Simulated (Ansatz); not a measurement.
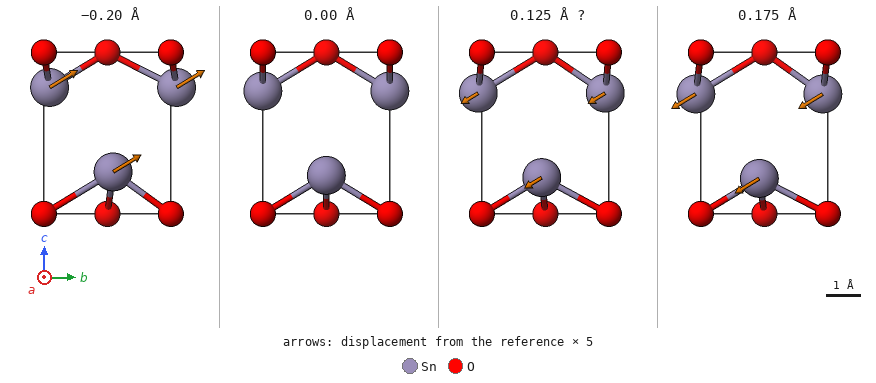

Energy scan for solid SnO (P4/nmm), in which the whole Sn sublattice is shifted rigidly, towards the nearest copy of atom 3 (O) at 2.224 Å, all else fixed. The picture is a ball-and-stick view of the cell of the calculation, repeated 2 × 1 × 1 with one cell outlined, seen along the a axis. Orange arrows: displacements from the reference.

All numbers below come from DFT PBE, scalar-relativistic, plane waves, PAW (Ansatz). (plane-wave cutoff 420 eV; k-point mesh 12 × 12 × 10; occupations gaussian; smearing width 0.15 eV; no spin polarisation). Energies (free energies at the smearing named) are counted from the cell as listed in its source, which wasn't relaxed.

| displacement (Å) | ΔE (meV/cell) |
| --- | --- |
| −0.200 | 208.5 |
| −0.100 | 49.1 |
| 0.000 | 0.0 |
| 0.025 | 3.0 |
| 0.050 | 12.1 |
| 0.075 | 27.4 |
| 0.125 | ? |
| 0.150 | 113.3 |
| 0.175 | 156.7 |

Q: Estimate the missing energy from the other rows, and compare with the calculation.

A: A straight line between the two neighbours gives 84.7 meV/cell. A cubic through the four nearest rows (0.050, 0.075, 0.150, 0.175) gives, with Lagrange weights, (−0.2000)(12.1) + (0.5000)(27.4) + (1.0000)(113.3) + (−0.3000)(156.7) = 77.6 meV/cell. The calculation gives 77.6 meV/cell, so the cubic is right to the digits shown and the straight line 7.1 meV/cell too high, as the curve bends upwards here.

The whole profile:

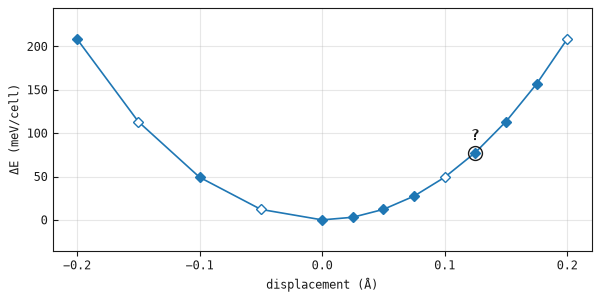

Limits of the set-up: layers or molecules are held without a dispersion correction, so their spacing is unreliable.
